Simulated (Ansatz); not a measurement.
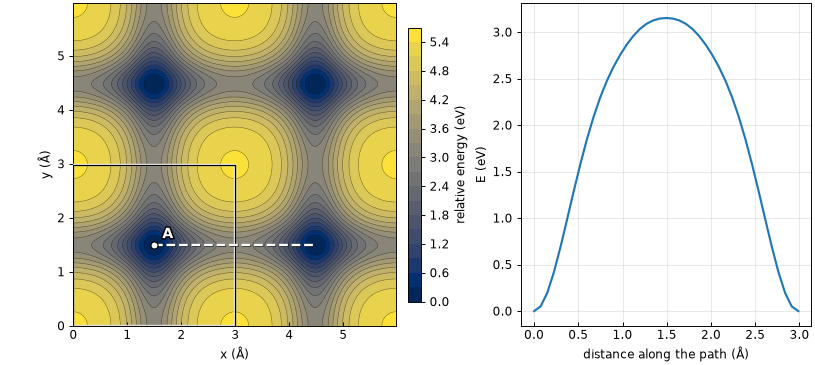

C on a Ta(100) slab cut from the Fm-3m phase, its upper half relaxed before the scan (12 atoms of substrate and one adsorbate in a 2 × 2 cell). C is moved over the surface cell; relaxed at each place: the height of the adsorbate's atoms; substrate rigid; the origin of the map has the adsorbate above Ta9. Places are given modulo a cell vector. The map is drawn in real space over the plane of the surface. The grid has 6 × 6 points; 10 points were computed and 26 follow by symmetry. Places are given in fractions of the 1 × 1 surface cell. Energies: eV, counted from the lowest grid point. The calculation used Ansatz 0.2.0, DFT PBE, scalar-relativistic, plane waves, PAW. Settings: cutoff 420 eV, k-mesh 5×5×1, gaussian smearing 0.1 eV, no spin polarisation.

Drawn: filled contours, a line along the lowest path, the outline of one cell of the 2 × 2 shown, the energy along the path at the right, the start A. Between grid points the surface is interpolated.

> Describe the path and its barrier.

The easiest path leads from the well at a fourfold hollow over a second-layer Ta atom, (3/6, 3/6) of the cell vectors to its copy one period on. Its highest point lies about 3.2 eV above the bottom of the first well on the interpolated surface, at a bridge site between two Ta atoms, (0/6, 3/6) of the cell vectors. This is the barrier on the constrained surface; relaxing the other coordinates would change it.

PAW datasets: the set soft_1.
